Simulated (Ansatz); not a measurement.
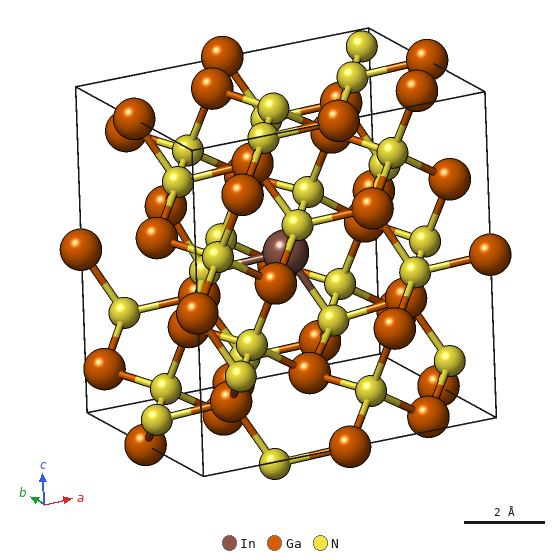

The figure gives a ball-and-stick picture of the atoms, viewed slightly off an axis. Thin lines show the supercell, with boundary atoms drawn in all their periodic places. The host is GaN, in a cell of 48 sites, and the cell carries a charge of +1.

Q: What imperfection does the supercell contain?

A: Indium on a gallium site (a substitutional impurity). It is bonded to four N in a tetrahedral arrangement at about 2.1 Å.

Calculation details: DFT PBE, scalar-relativistic, plane waves, PAW (Ansatz); an energy cutoff of 420 eV, k-point mesh 2×2×2, Gaussian smearing of 0.01 eV, collinear spins.

Q: Is the defect magnetic?

A: No net moment.

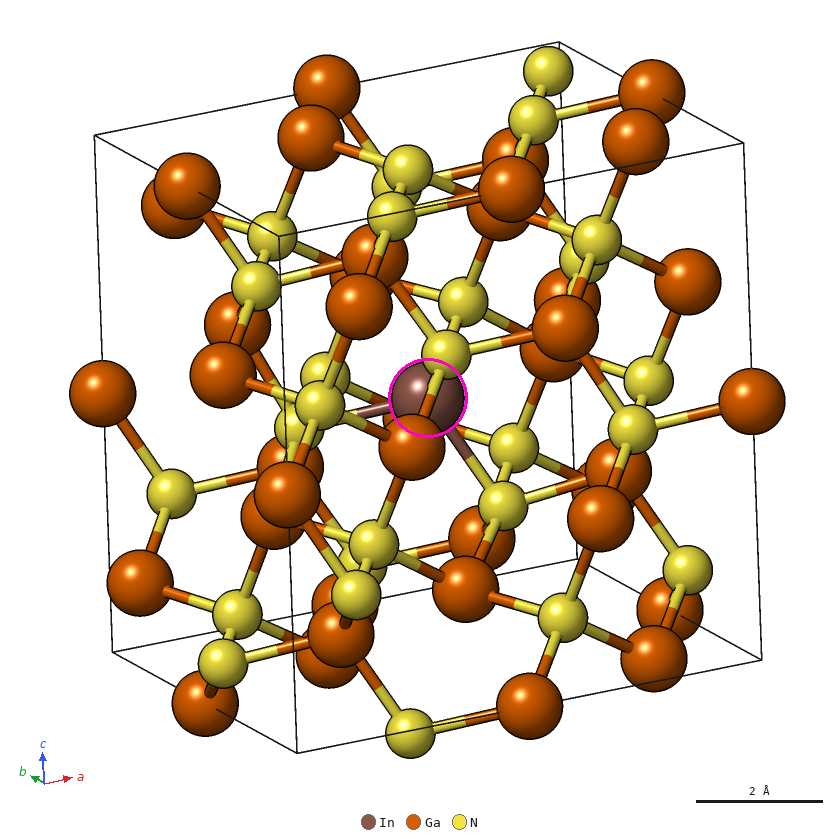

The same cell with a ring at the defect's site.

The atoms were relaxed in the host's cell with Ansatz, DFT PBE, scalar-relativistic, plane waves, PAW.
